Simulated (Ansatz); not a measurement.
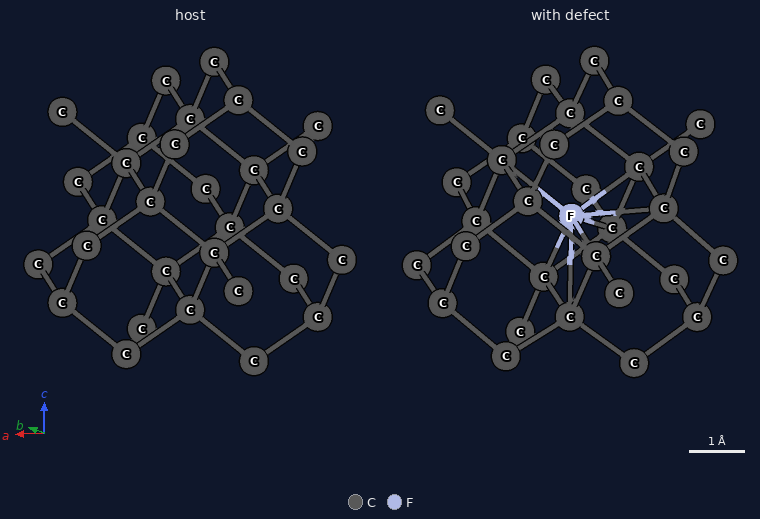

Left: perfect C. Right: the same region with one point defect, after relaxing the atoms in a supercell of 64 sites. The picture is a ball-and-stick view of the atoms within 3.3 Å of one point, seen from a free direction.

Level of theory: DFT, PBEsol, PAW, plane waves in Ansatz 0.2.0. (plane-wave cutoff 420 eV; k-point mesh 1 × 1 × 1; mesh shifted by (0.25, 0.25, 0.25); no spin polarisation) Fermi-Dirac smearing of 0.01 eV. A uniform background neutralises the charged cell. The axes drawn are those of the host's conventional cell.

Q: What kind of defect was made?

A: An extra fluorine atom is put between the host's atoms (an interstitial).

The charge state of the cell is −1.

Q: What does the relaxation do around it?

A: The F atom starts with 10 C at 1.54 to 1.78 Å around its place and ends with 10 C at 1.66 to 1.91 Å. Of the host's atoms, a carbon atom moves furthest from its site, by 0.13 Å.

Limits of the set-up: the periodic images lie only 7.1 Å apart, so the values are limited by the cell's size; the cell is charged, on a uniform background, and energies carry no finite-size correction.
